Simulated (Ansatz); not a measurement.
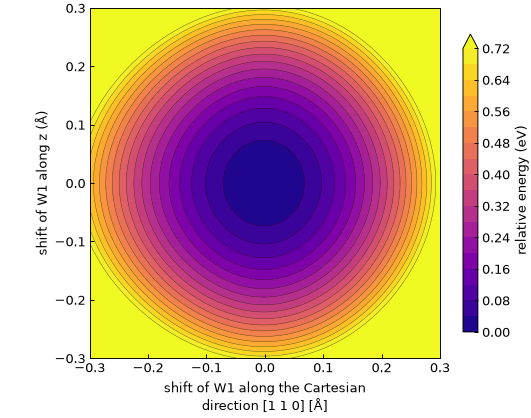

Energy landscape of WC (P-6m2, No. 187; 2 atoms in the cell). Atom W1 is moved over a plane while all other atoms and the cell stay fixed (its periodic images move with it) (x along [1 0 0], y along [1 2 0], z along [0 0 1] of the conventional cell). Coordinates scanned: (1) shift of W1 along the Cartesian direction [1 1 0]; (2) shift of W1 along z. The scan uses a 5 × 5 grid; 15 points were computed and 10 follow by symmetry. Points are written as (first, second). Energies are in eV per cell, from the lowest grid point. The reference cell is the one listed in the database, not relaxed at this level. Level of theory: DFT PBEsol, scalar-relativistic, plane waves, PAW in Ansatz 0.2.0. Settings: cutoff 420 eV, k-mesh 18×18×16 in the order of the run's cell vectors, methfessel-paxton smearing 0.2 eV, no spin polarisation.

Drawn: filled contours, one colour for all values above the top of the scale. Between grid points the surface is interpolated. 

Q: Summarise what can be read from the map.

A: The lowest grid point is at (0.00 Å, 0.00 Å). No other kind of well shows on this grid. The highest grid point, (0.30 Å, −0.30 Å), lies 1.70 eV above the lowest. Near the minimum the well is nearly round, with a curvature of about 15 eV/Å².

Grid values (eV):

| second ↓, first → | −0.30 | −0.15 | 0.00 | 0.15 | 0.30 |
| --- | --- | --- | --- | --- | --- |
| 0.30 | 1.46 | 0.90 | 0.70 | 0.94 | 1.70 |
| 0.15 | 0.83 | 0.34 | 0.16 | 0.36 | 0.99 |
| 0.00 | 0.63 | 0.17 | 0.00 | 0.19 | 0.76 |
| −0.15 | 0.83 | 0.34 | 0.16 | 0.36 | 0.99 |
| −0.30 | 1.46 | 0.90 | 0.70 | 0.94 | 1.70 |
